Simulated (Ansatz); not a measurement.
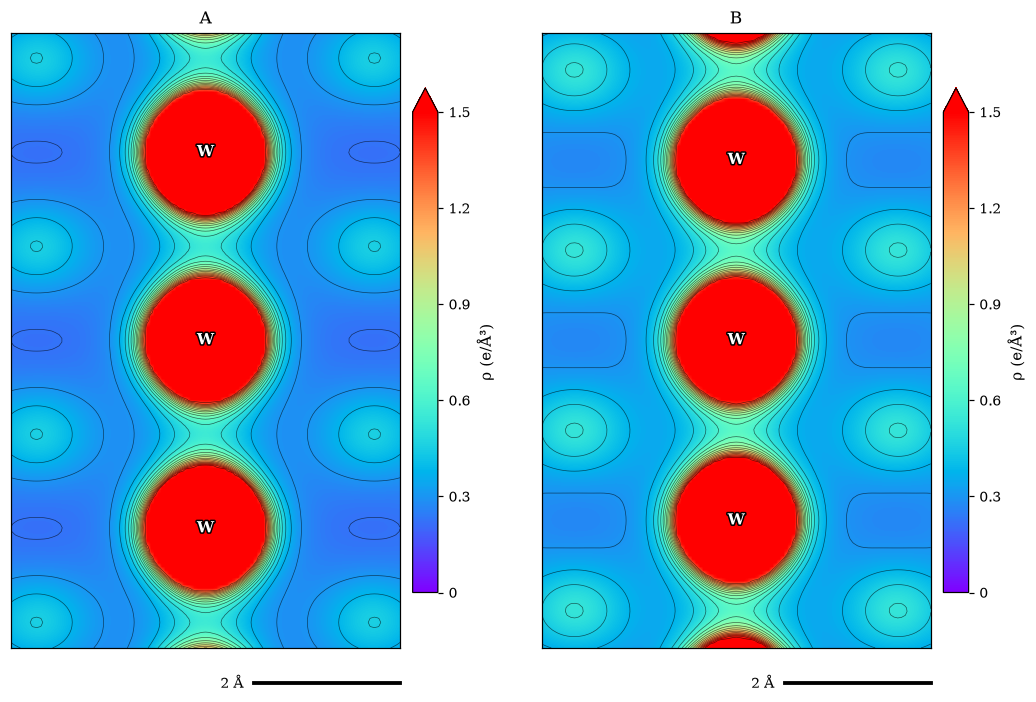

W. The valence electron density of two cells that differ in size, on the (100) plane of each (indices in the axes of the calculation cell), at one length scale and on one colour scale; one has 14.1 and the other 16.1 Å³ an atom.

Computed with DFT, PBEsol, plane waves (420 eV) with PAW, scalar-relativistic (Ansatz 0.2.0).

The larger cell:

```xyz
3
Lattice="4.6416 0.0000 0.0000 -2.3208 4.0197 0.0000 0.0000 0.0000 2.5833" Properties=species:S:1:pos:R:3 pbc="T T T"
W     0.0000    0.0000    0.0000
W     0.0000    2.6798    1.2917
W     2.3208    1.3399    1.2917
```

The smaller cell: a = 4.448 Å, b = 4.448 Å, c = 2.476 Å, α = 90.00°, β = 90.00°, γ = 120.00°.

**Which panel shows the smaller cell, and what does the compression change?**

Panel B is the smaller cell, by 12 % in volume. From the larger cell to the smaller, W–W goes from 2.58 to 2.48 Å, and the density at its midpoint from 0.56 to 0.65 e/Å³.
